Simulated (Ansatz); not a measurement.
## Band-structure calculation, with input and output: WSi2

WSi2 (I4/mmm, 3 atoms in the cell), computed with DFT, PBE, all-electron LAPW, scalar-relativistic, no spin polarisation (Ansatz 0.2.0).

The structure derives from an entry of the Crystallography Open Database. It belongs to a series of runs on one base structure; here: zz strain of +2 %. Figures and captions count atoms from 1; the log counts them from 0 in places.

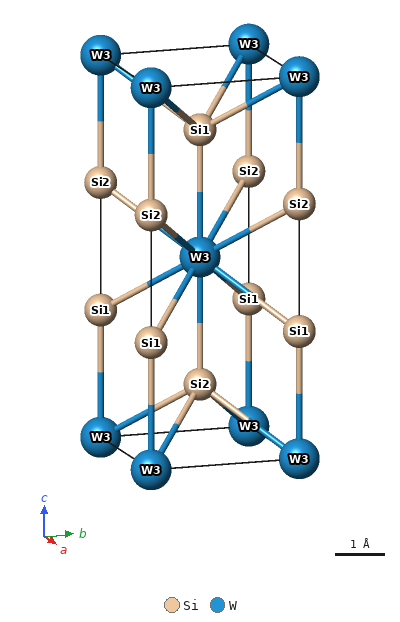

*The structure as given in the input (ball-and-stick view of the cell 2 times as large as that of the calculation, set on its symmetry axes, seen slightly off an axis; atoms are numbered from 1 in the order of the input).*

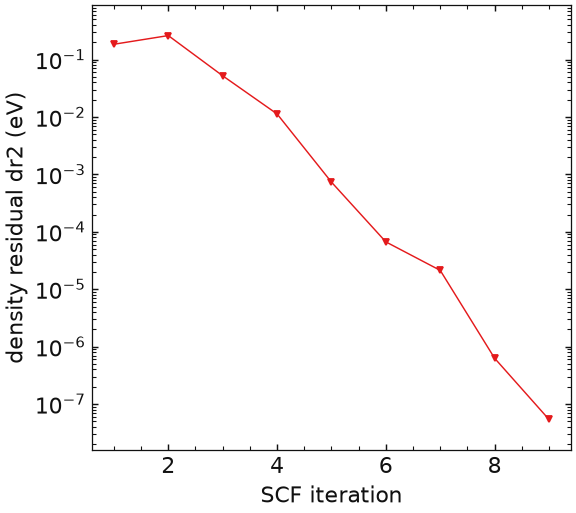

*Convergence of the self-consistent field: density residual dr2 against the SCF iteration.*

The residual falls almost steadily, with no more than small rises.

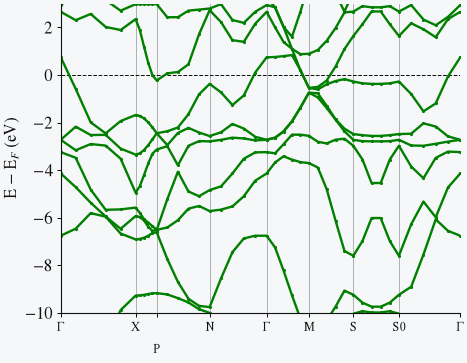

*Band structure along Γ–X–P–N–Γ–M–S–S0–Γ, with energies from the Fermi level.*

Bands cross the Fermi level: a metal at this level of theory.

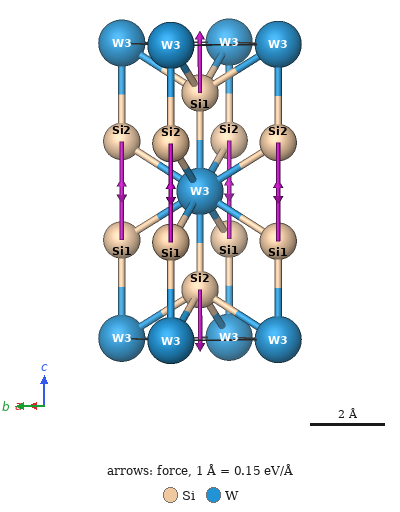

*Forces on the atoms as pink arrows (ball-and-stick view of the cell 2 times as large as that of the calculation, set on its symmetry axes, seen at an oblique angle; atoms are numbered from 1 in the order of the input).*

The largest act on Si1, Si2 (0.25 eV/Å). The geometry is not a stationary point of this energy.

These pictures come from the run below.

**Input file**
```yaml
crystal:
  lattice:
    - [-1.606, 1.606, 4.0188]
    - [1.606, -1.606, 4.0188]
    - [1.606, 1.606, -4.0188]
  atoms:
    - { symbol: Si, position: [0.333, 0.333, 0.0] }
    - { symbol: Si, position: [0.667, 0.667, 0.0] }
    - { symbol: W, position: [0.0, 0.0, 0.0] }
kpoints:
  mp_grid: { grid: [11, 11, 14] }
  band_path:
    path:
      - [0.0, 0.0, 0.0]
      - [0.0, 0.0, 0.5]
      - [0.25, 0.25, 0.25]
      - [0.0, 0.5, 0.0]
      - [0.0, 0.0, 0.0]
      - [0.5, 0.5, -0.5]
      - [0.2899243913, 0.7100756087, -0.2899243913]
      - [-0.2899243913, 0.2899243913, 0.2899243913]
      - [0.0, 0.0, 0.0]
    npoints: 5
scf:
  occupations: { method: fermi_dirac, width: 0.05 }
hamiltonian:
  xc: pbe
  pseudopotentials: { kind: all_electron, lapw: { basis_error: 0.001 } }
output:
  forces: true
  stress: true
  eigenvalues: true
```

Launched with:
```bash
ansatz run input.yaml --threads 1 --pin off --max-ram 6144MiB --backend cpu --events-out ev --progress --plain --runs-dir out
```

**What the program printed**
```
Warning: crystal.symmetry: narrowed to the stabiliser of the k-point mesh — unitary ops 16 → 4; excluded 12 operations that carry a point of the 11×11×14 mesh (shift [0, 0, 0]) off the mesh (the run samples exactly the mesh kpoints.mp_grid names, as under crystal.symmetry.detect: false, and its converged state has the mesh's symmetry, not the crystal's; ε∞, the Born charges and the force constants of a linear response (`dielectric:` by the response, `phonons.method: dfpt`) are averaged over those of the crystal's operations that the state keeps within a tolerance, where `mesh_tensors`, `unaveraged_element` or `gamma_mean_max_change_ev_ang2` stands beside them; a row that `dielectric.field_direction` solves alone is averaged likewise, with nothing beside; a Γ-centred mesh of equal divisions is mapped onto itself by every operation and keeps the whole group, as does a half-shifted one under kpoints.further_shifts: images)
LAPW: plane waves up to 7.820 Å⁻¹, error target 1.0e-3 eV per atom; small_component_spin mean_spin; Si in spheres of 1.153 Å, 12 of its electrons in bands, Dirac shells []; W in spheres of 1.485 Å, 38 of its electrons in bands, Dirac shells [] (how accurate: hamiltonian.pseudopotentials.lapw.basis_error, Limitations)
Engine: ansatz 0.2.0, aarch64-unknown-linux-gnu
Pseudopotentials: kind: all_electron
Pseudopotential: Si, LAPW, valence charge 12, lapw/all_electron/scalar/gaussian/Si, Koelling and Harmon's equation, gaussian nucleus
Pseudopotential: W, LAPW, valence charge 38, lapw/all_electron/scalar/gaussian/W, Koelling and Harmon's equation, gaussian nucleus
Functional definition: PBE
  parameter kappa = 0.804
  parameter beta = 0.06672455060314922
  exchange = pbe_x(kappa = kappa, mu = beta*pi^2/3)
  correlation = pbe_c(beta = beta)
Crystal: 3 atoms, lattice volume = 41.462 Å³
Basis set: ecut = 233.01824179455906 eV, 327 PW (Γ), FFT grids on a1+a3, a2+a3, a3, exchange–correlation at level 2
Bands: 38, of which v1, the nominal top of the filled ones, is band 31 counted from 1 (30 counted from 0)
Symmetry: 4 space group operations
k-points: 468 of 1694
Non-local potential: Si, projectors of the file, none
Non-local potential: W, projectors of the file, none
Initial density: superposition of atomic densities (chi_scale 0.1, normalization cell, long waves kept (reshape's long-wave potential 0.00 eV rms))
Initial wavefunctions: plane waves of lowest kinetic energy (no species holds an atomic orbital)
Functional: x = pbe(κ = 0.804, μ = 0.2195149727645171), c = pbe(β = 0.06672455060314922)
iter 1 solved again at ethr=2.98e-4 eV; its pass at ethr=1.00e-1 eV (dr2=1.85e-1 eV) is discarded
SCF iter   1: F=—  HF=-454987.918334 eV  |F-HF|=—  |Δ(HF+E_count)|=         —  Δρ=2.51e-2  dr2=1.85e-1  ethr=2.98e-4  ⟨swp⟩=2.8  Hψ=116363  notcnv=0
preconditioner: auto → Kerker (q_TF=auto, 2.918 Å⁻¹)  [metal: Δε(μ)=0.008 eV  Ē_g=20.684 eV  σ=0.050 eV  W_gap=0.04  n_scr=14 (ndim 8)  ℏωp=30.5 eV  f_vac=0.000  D(μ)=0.31/eV (n_scr^D=0)]
SCF iter   2: F=—  HF=-454987.819967 eV  |F-HF|=—  |Δ(HF+E_count)|=   9.84e-2  Δρ=1.96e-2  dr2=2.62e-1  ethr=2.98e-4  ⟨swp⟩=2.0  Hψ=53608  notcnv=0
SCF iter   3: F=—  HF=-454987.762447 eV  |F-HF|=—  |Δ(HF+E_count)|=   5.75e-2  Δρ=1.06e-2  dr2=5.22e-2  ethr=2.98e-4  ⟨swp⟩=2.0  Hψ=52824  notcnv=0
SCF iter   4: F=—  HF=-454987.744958 eV  |F-HF|=—  |Δ(HF+E_count)|=   1.75e-2  Δρ=4.06e-3  dr2=1.13e-2  ethr=8.42e-5  ⟨swp⟩=2.0  Hψ=49960  notcnv=0
iter 5 solved again at ethr=1.18e-6 eV; its pass at ethr=1.83e-5 eV (dr2=7.35e-4 eV) is discarded
SCF iter   5: F=—  HF=-454987.745639 eV  |F-HF|=—  |Δ(HF+E_count)|=         —  Δρ=9.66e-4  dr2=7.34e-4  ethr=1.18e-6  ⟨swp⟩=2.0  Hψ=86674  notcnv=0
the basis was enlarged: its passes take 398.5 KiB over the memory plan, 1 of 1 planned eigensolver slots
SCF iter   6: F=—  HF=-454987.743462 eV  |F-HF|=—  |Δ(HF+E_count)|=   2.18e-3  Δρ=3.96e-4  dr2=6.68e-5  ethr=1.18e-6  ⟨swp⟩=2.0  Hψ=50488  notcnv=0
SCF iter   7: F=—  HF=-454987.743453 eV  |F-HF|=—  |Δ(HF+E_count)|=   8.93e-6  Δρ=1.87e-4  dr2=2.13e-5  ethr=1.08e-7  ⟨swp⟩=2.0  Hψ=50486  notcnv=0
SCF iter   8: F=—  HF=-454987.743452 eV  |F-HF|=—  |Δ(HF+E_count)|=   1.76e-6  Δρ=3.73e-5  dr2=6.28e-7  ethr=3.44e-8  ⟨swp⟩=2.0  Hψ=50481  notcnv=0
SCF iter   9: F=-454987.743452 eV  HF=-454987.743452 eV  |F-HF|=2.11e-8  |Δ(HF+E_count)|=   3.16e-8  Δρ=1.11e-5  dr2=5.39e-8  ethr=1.01e-9  ⟨swp⟩=2.2  Hψ=50564  notcnv=0
SCF 1 converged in 9 iterations: F = -454987.743452 eV  dr2 = 5.39e-8
NSCF: frozen V_eff on 41 k-points
SCF converged after 9 iterations
Free energy (F): -454987.743452 eV
Harris-Foulkes:  -454987.743452 eV  (|F-HF|=2.11e-8)
Internal energy: -454987.740772 eV  (E = F + TS)
E sigma→0 (E₀):  -454987.742112 eV
Entropy (-TS):   -0.002679 eV (-0.893 meV/atom)
Fermi energy:    20.016985 eV
--- Per-component energies (eV) ---
  E_band       = -3558.938229
  E_kinetic    = 507709.035623
  E_xc         = -9973.268163
  E_electrostatic = -952723.508233  (all electrons and nuclei)
  E_smearing   = -0.002679  (= −TS)
  E_closure    = 0.000000  (closes the sum)
  E_atoms      = -454964.502389  (free atoms, spherical and without spin; not in F)
  Σ components = -454987.743452   (vs F -454987.743452, Δ=0.00e0)
  Basis errors (estimates in eV, not in F): energy 3.3e-4 per atom: plane waves 2.9e-4 (1.5e-4 summed), levels above the bands 1.4e-68, relativity 2.6e-8, radial functions 3.9e-5, core shells 2.1e-7; eigenvalues (radial functions only) 1.5e-6; not estimated: angular momenta, meshes, grids; target (lapw.basis_error) 1.0e-3; muffin-tin radii Si 1.153 Å, W 1.485 Å
--- Forces (eV/Å), atoms counted from 1 ---
  atom   1  Si     0.00026042     0.00026042     0.25488524
  atom   2  Si    -0.00026042    -0.00026042    -0.25488524
  atom   3  W      0.00000000     0.00000000     0.00000000
  max |Σ_I F_I| component: 9.86e-32 eV/Å
--- Stress (GPa, compression-positive) ---
        0.553948       0.030319      -0.011230
        0.030319       0.553948      -0.011230
       -0.011230      -0.011230      -9.742943
  P = ⅓ Tr σ = -2.8783 GPa (-28.783 kbar)
--- Band table (eV; the first three rows and the last of 468) ---
  k-point 0: bands = ["-213.0093", "-212.9838", "-212.9716", "-212.9614", "-212.9612", "-114.6473", "-114.6457", "-70.6970", "-70.6967", "-70.6926", "-70.6923", "-70.6872", "-70.6816", "-53.8737", "-18.1814", "-18.1145", "-18.1140", "-8.1663", "-8.1663", "-8.1468", "-8.1445", "-8.1319", "-8.1316", "-8.1171", "6.0818", "13.2564", "15.8736", "16.7723", "17.2907", "17.2914", "20.7594", "22.6724", "22.9579", "23.2644", "23.2650", "24.2551", "25.3252", "25.3258"]
  k-point 1: bands = ["-213.0093", "-212.9838", "-212.9716", "-212.9614", "-212.9612", "-114.6472", "-114.6457", "-70.6968", "-70.6968", "-70.6929", "-70.6923", "-70.6870", "-70.6816", "-53.8729", "-18.1793", "-18.1248", "-18.1231", "-8.1665", "-8.1665", "-8.1466", "-8.1442", "-8.1320", "-8.1317", "-8.1172", "6.2457", "13.4111", "15.5212", "16.8118", "16.8689", "17.6449", "19.9981", "22.4331", "23.3674", "23.3945", "23.3950", "24.1994", "25.5278", "25.8496"]
  k-point 2: bands = ["-213.0093", "-212.9838", "-212.9717", "-212.9614", "-212.9612", "-114.6471", "-114.6458", "-70.6969", "-70.6962", "-70.6939", "-70.6923", "-70.6867", "-70.6817", "-53.8708", "-18.1734", "-18.1531", "-18.1487", "-8.1670", "-8.1669", "-8.1460", "-8.1433", "-8.1322", "-8.1318", "-8.1176", "6.7260", "13.8283", "14.9815", "15.9657", "16.9383", "18.0413", "18.5282", "22.2952", "23.6022", "23.6850", "23.9221", "23.9335", "26.5590", "26.8120"]
  k-point 467: bands = ["-213.0093", "-212.9838", "-212.9716", "-212.9614", "-212.9612", "-114.6470", "-114.6460", "-70.6972", "-70.6968", "-70.6924", "-70.6923", "-70.6844", "-70.6843", "-53.8732", "-18.1935", "-18.1192", "-18.1190", "-8.1664", "-8.1664", "-8.1465", "-8.1442", "-8.1321", "-8.1319", "-8.1172", "8.1560", "9.2600", "16.2432", "17.2523", "19.1945", "19.3189", "19.3890", "19.4411", "20.9919", "24.0280", "24.6882", "25.9652", "27.2918", "28.7428"]
```

**Summary**

| quantity | value |
| --- | --- |
| outcome | converged |
| space group (tolerance 0.01 Å) | I4/mmm (139) |
| electrons in bands (core shells apart) | 62 |
| free energy | −454987.7435 eV |
| Fermi energy | 20.017 eV |
| pressure | −2.88 GPa |
| electronic character | metal |
| largest force (length of the vector) | 0.255 eV/Å |
| hardware | 1 thread of Arm Neoverse V1, 24 GiB of memory available, shared host |
| wall time | 2.7 min |
| peak memory | 1.6 GiB |

**Notes**

The program warns: the k-point mesh lowers the symmetry that the run can use. Spin–orbit coupling is left out, which matters for W.
